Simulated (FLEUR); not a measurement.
# MnS: 5 runs along one coordinate

System: MnS (F-43m, 2 atoms in the cell).
Method: Kohn-Sham DFT of a periodic cell, PBE, all-electron, spin-polarised (FLEUR MaX-R8.1 (later development tree)).

The 5 runs differ only in the geometry, by an even scaling of the cell at fixed fractional positions. The structure derives from a Materials Project entry.

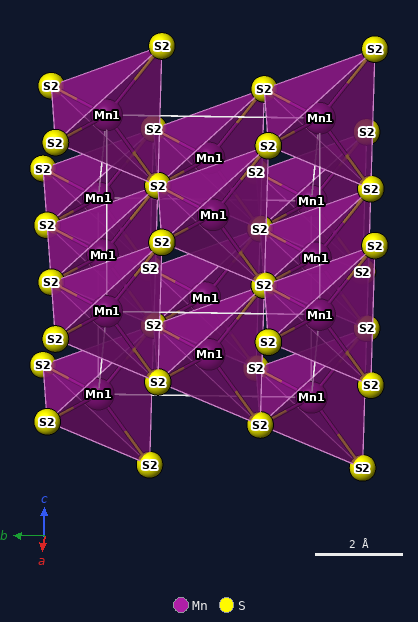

Figure 1. The structure of run 3 (polyhedral view of the cell 4 times as large as that of the calculation, set on its symmetry axes, seen at an oblique angle; polyhedra are completed across the faces of the cell; atoms are numbered from 1 in the order of the input).

## Input of run 3
```
<?xml version="1.0" encoding="UTF-8" standalone="no"?>
<fleurInput fleurInputVersion="0.39">
   <comment>
      MnS                                                                                                 
   </comment>
   <calculationSetup>
      <cutoffs Kmax="4.88" Gmax="15.1" GmaxXC="15.1" numbands="0"/>
      <scfLoop itmax="60" minDistance="0.00001" maxIterBroyd="15" imix="Anderson" alpha="0.05" precondParam="0.0" spinf="2.0" sdNocoIR="T"/>
      <coreElectrons ctail="T" frcor="F" kcrel="0" coretail_lmax="0"/>
      <xcFunctional name="pbe" relativisticCorrections="F"/>
      <magnetism jspins="2"/>
      <soc l_soc="F" theta="0.0" phi="0.0" spav="F"/>
      <expertModes spex="0" secvar="F"/>
      <geometryOptimization l_f="F" forcealpha="1.0" forcemix="BFGS" epsdisp="0.0005" epsforce="0.0002"/>
      <ldaU l_linMix="F" mixParam="0.05" spinf="1.0"/>
   </calculationSetup>
   <cell>
      <bzIntegration valenceElectrons="21.0" mode="hist" fermiSmearingEnergy="0.00183747">
         <kPointListSelection listName="default-1"/>
         <!-- k-points included here -->
         <xi:include xmlns:xi="http://www.w3.org/2001/XInclude" href="kpts.xml"> </xi:include>
      </bzIntegration>
      <!-- symmetry operations included here -->
      <xi:include xmlns:xi="http://www.w3.org/2001/XInclude" href="sym.xml"> </xi:include>
      <bulkLattice scale="0.9932883884">
         <bravaisMatrix>
            <row-1>    0.0000000000000000     4.6741684413157083     4.6741684413157083</row-1>
            <row-2>    4.6741684413157083     0.0000000000000000     4.6741684413157083</row-2>
            <row-3>    4.6741684413157083     4.6741684413157083     0.0000000000000000</row-3>
         </bravaisMatrix>
      </bulkLattice>
   </cell>
   <atomSpecies>
      <species name="Manganese 4.000" element="Mn" atomicNumber="25">
         <mtSphere radius="1.93" gridPoints="659" logIncrement="0.018"/>
         <atomicCutoffs lmax="8" lnonsphr="6"/>
         <electronConfig flipSpins="F">
            <coreConfig>(1s1/2) (2s1/2) (2p1/2) (2p3/2)</coreConfig>
            <valenceConfig>(3s1/2) (3p1/2) (3p3/2) (4s1/2) (3d3/2) (3d5/2)</valenceConfig>
            <stateOccupation state="(3d3/2)" spinUp="1.5" spinDown="0.5"/>
            <stateOccupation state="(3d5/2)" spinUp="3.0" spinDown="0.0"/>
         </electronConfig>
         <energyParameters s="4" p="4" d="3" f="4"/>
         <lo type="SCLO" l="0" n="3" eDeriv="0"/>
         <lo type="SCLO" l="1" n="3" eDeriv="0"/>
         <lo type="SCLO" l="1" n="3" eDeriv="1"/>
         <lo type="SCLO" l="2" n="3" eDeriv="2"/>
         <lo type="SCLO" l="3" n="4" eDeriv="2"/>
      </species>
      <species name="Sulfur (S)" element="S" atomicNumber="16">
         <mtSphere radius="1.7" gridPoints="583" logIncrement="0.02"/>
         <atomicCutoffs lmax="8" lnonsphr="6"/>
         <electronConfig flipSpins="F">
            <coreConfig>(1s1/2) (2s1/2) (2p1/2) (2p3/2)</coreConfig>
            <valenceConfig>(3s1/2) (3p1/2) (3p3/2)</valenceConfig>
            <stateOccupation state="(3p1/2)" spinUp="0.666667" spinDown="0.666667"/>
            <stateOccupation state="(3p3/2)" spinUp="1.333333" spinDown="1.333333"/>
         </electronConfig>
         <energyParameters s="3" p="3" d="3" f="4"/>
         <lo type="SCLO" l="0" n="3" eDeriv="2"/>
         <lo type="SCLO" l="1" n="3" eDeriv="2"/>
         <lo type="SCLO" l="2" n="3" eDeriv="2"/>
         <lo type="SCLO" l="3" n="4" eDeriv="2"/>
      </species>
   </atomSpecies>
   <atomGroups>
      <atomGroup species="Manganese 4.000">
         <relPos label="                   1">.0000000000 .0000000000 .0000000000</relPos>
         <force calculate="T" relaxXYZ="TTT"/>
      </atomGroup>
      <atomGroup species="Sulfur (S)">
         <relPos label="                   2">-1.000/4.000 -1.000/4.000 -1.000/4.000</relPos>
         <force calculate="T" relaxXYZ="TTT"/>
      </atomGroup>
   </atomGroups>
   <output dos="F" band="F" slice="F">
      <checks vchk="F" cdinf="F"/>
      <bandDOS minEnergy="-.5*Htr" maxEnergy="0.5*Htr" sigma="0.015" storeEVData="T"/>
      <vacuumDOS vacdos="F" integ="F" star="F" nstars="0" locx1="0.0" locy1="0.0" locx2="0.0" locy2="0.0" nstm="0" tworkf="0.0"/>
      <unfoldingBand unfoldBand="F" supercellX="1" supercellY="1" supercellZ="1"/>
      <plotting iplot="0" polar="F">
         <plot TwoD="T" vec1="  1.0  0.0  0.0" vec2="  0.0  1.0  0.0" vec3="  0.0  0.0  1.0" zero="  0.0  0.0  0.0" file="plot"/>
      </plotting>
      <chargeDensitySlicing numkpt="0" minEigenval="0.0" maxEigenval="0.0" nnne="0" pallst="F"/>
      <specialOutput eonly="F"/>
      <moessbauerParams electricFieldGradient="T" isomerShift="T" coreHyperfine="T" valenceHyperfine="T"/>
      <magneticCircularDichroism mcd="F" energyLo="-10.0" energyUp="0.0"/>
   </output>
  <!-- We include the file relax.xml here to enable relaxations (see documentation) -->
  <xi:include xmlns:xi="http://www.w3.org/2001/XInclude" href="relax.xml"> <xi:fallback/> </xi:include>
</fleurInput>
```

Command:
```bash
inpgen -f crystal.txt -profile fastHighL; fleur_MPI
```

Lattice vectors (Å) and fractional positions of run 3:
```
   0.000000    2.456862    2.456862
   2.456862    0.000000    2.456862
   2.456862    2.456862    0.000000
Mn  0.000000  0.000000  0.000000
S   0.750000  0.750000  0.750000
```

Run 2 has the same physical settings and fractional positions; its lattice vectors (Å) are:
```
   0.000000    2.440034    2.440034
   2.440034    0.000000    2.440034
   2.440034    2.440034    0.000000
```

## Results, with one run withheld

| run | volume per atom (Å³) | free energy per atom, from the lowest run given (meV) |
| --- | --- | --- |
| 1 | 14.225 | 47.80 |
| 2 | 14.527 | ? |
| 3 | 14.830 | 11.43 |
| 4 | 15.133 | 2.97 |
| 5 | 15.435 | 0.00 |

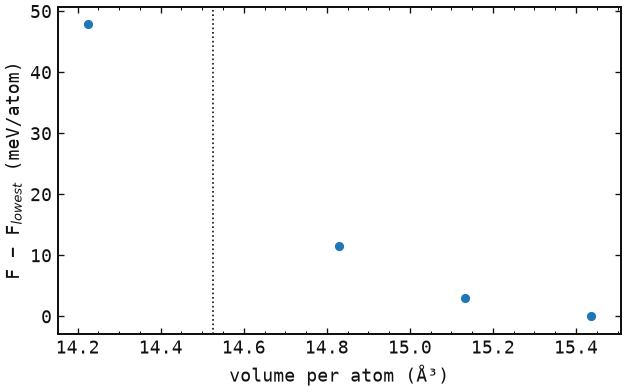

Figure 2. Free energy per atom of the runs given; the dotted line marks run 2.

Fit the runs given and predict run 2.

A quadratic polynomial in V^(−2/3) (the Birch–Murnaghan form), fitted to the 4 runs given, misses them by at most 0.05 meV per atom. With x = V^(−2/3) − 0.16519 Å⁻², it reads F = 9.1474 + 4572.5 x + 5.7209e+05 x² (meV per atom). At run 2 it gives 26.23 meV per atom, and the run itself gives 26.20. The fit has no minimum inside this range.

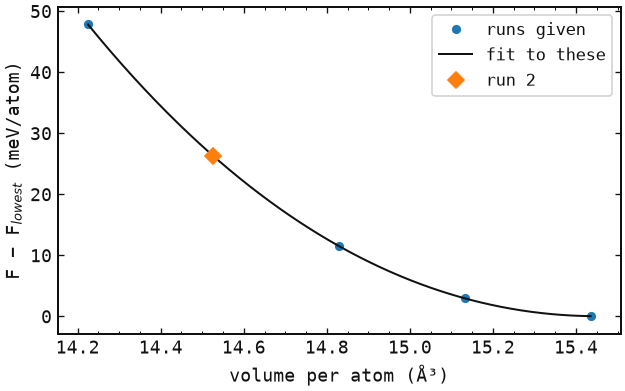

Figure 3. The fit and the withheld run.

## End of the output (run 2)
```
[...]

 Iteration:    36   Distance:       0.04012936 me/bohr^3

 Iteration:    37   Distance:       0.03093942 me/bohr^3

 Iteration:    38   Distance:       0.01036275 me/bohr^3

 Iteration:    39   Distance:       0.00953229 me/bohr^3

 Iteration:    40   Distance:       0.00290137 me/bohr^3

 Iteration:    41   Distance:       0.00165541 me/bohr^3

 Iteration:    42   Distance:       0.00021173 me/bohr^3

 Iteration:    43   Distance:       0.00020718 me/bohr^3

 Iteration:    44   Distance:       0.00020534 me/bohr^3

 Iteration:    45   Distance:       0.00019145 me/bohr^3

 Iteration:    46   Distance:       0.00010863 me/bohr^3

 Iteration:    47   Distance:       0.00005236 me/bohr^3

 Iteration:    48   Distance:       0.00002777 me/bohr^3

 Iteration:    49   Distance:       0.00002800 me/bohr^3

 Iteration:    50   Distance:       0.00000927 me/bohr^3

 ********************************************************************
 Run finished successfully
 Stop message:
   all done
 ********************************************************************
```
